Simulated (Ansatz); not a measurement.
Given this structure:

```
Al Ti
1.0
     4.49174    0.00000    0.00000
    -2.24587    3.88996    0.00000
     0.00000    0.00000    5.55864
Al Ti
2 4
Direct
  0.33333 0.66667 0.91642
  0.66667 0.33333 0.08358
  0.00000 0.00000 0.26629
  0.33333 0.66667 0.42618
  0.00000 0.00000 0.73371
  0.66667 0.33333 0.57382
```

Q: Say what kind of structure these coordinates give.

A: Formula: Ti2Al. The symmetry is that of P-3m1 (No. 164), on a primitive hexagonal lattice. Atoms per cell: 6 (4 Ti, 2 Al).

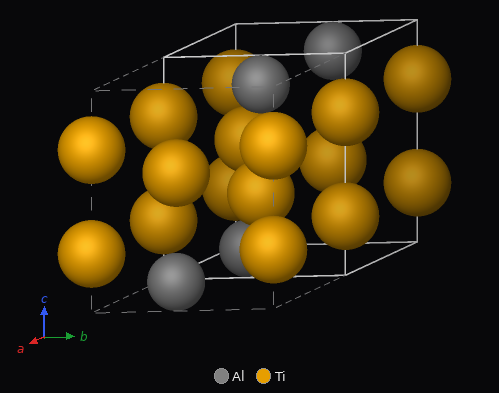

Spheres-only representation of a periodic structure, projected slightly off an axis. A 2×1×1 array of cells is drawn; the conventional unit cell has the solid edges. Colours: titanium orange, aluminium grey.

Origin of the cell: a structure listed in the Materials Project. This is the structure after a relaxation with DFT PBEsol, scalar-relativistic, plane waves, PAW (Ansatz 0.2.0).
